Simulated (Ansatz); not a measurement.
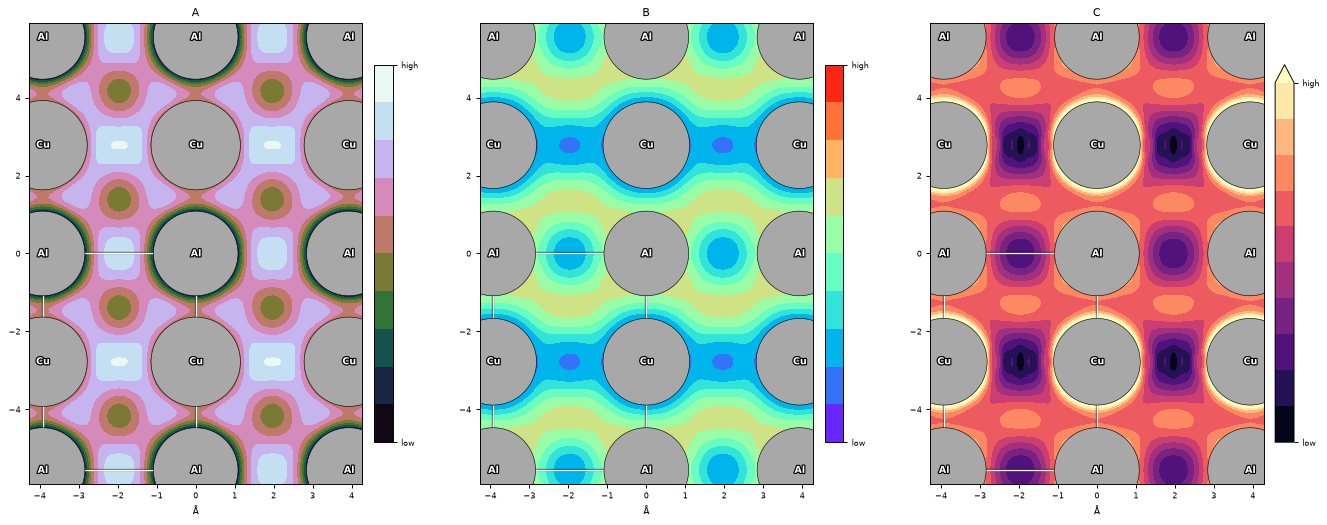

Al3Cu: 3 fields on the (101) plane of the conventional cell, with unlabelled colour scales. Grey discs cover the atomic cores.

Space group Pm-3m; a structure from a database of computed crystals, not necessarily the ambient phase; computed pressure about −5 GPa in this cell; computed without spin polarisation.

These are results of DFT LDA, scalar-relativistic, plane waves, PAW (Ansatz), not measurements.

Question: Match the panels to the quantities (electron localisation function, electrostatic potential energy of an electron and valence pseudo-density).

Answer: Panel A: electrostatic potential energy of an electron (low next to the atoms, rising into the space between them). Panel B: electron localisation function. Panel C: valence pseudo-density. From the grid: Al–Cu (2.78 Å): ρ is about 0.21 e/Å³ halfway; the ELF is about 0.40 at the midpoint.
